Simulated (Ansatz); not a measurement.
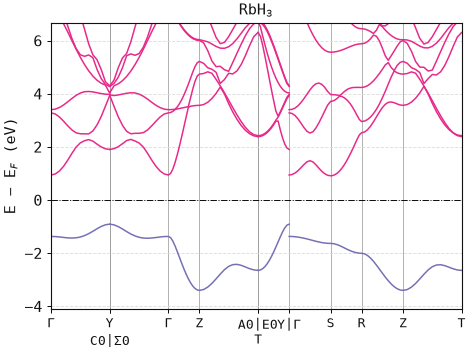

Band structure. Energies are counted from the Fermi level.

Structure: RbH₃, space group Cmmm, 4 atoms in the cell.

Method: DFT PBE, scalar-relativistic, plane waves, PAW, no spin polarisation, 8×8×6 k mesh, 420 eV cutoff, Gaussian smearing of 0.02 eV (Ansatz 0.2.0).

Metal, semiconductor or insulator, and what is the gap?

Answer. The bands leave a gap. The gap along this path is 1.82 eV and indirect, from the valence-band top at Y to the conduction-band bottom at S; the smallest direct gap is 2.31 eV, at Γ.

How many bands meet at the valence-band top?

Answer. The top valence level at Y is a single band, not degenerate (spin aside).

How much do the top valence band and the lowest conduction band disperse along the path?

Answer. The top valence band spans 2.5 eV and the lowest conduction band 3.4 eV.

What are the direct gaps at Γ, R and Z?

Answer. The direct gaps are 2.31 eV at Γ, 4.54 eV at R and 6.96 eV at Z.

The structure is an invented one, so it need not be a known or stable phase.
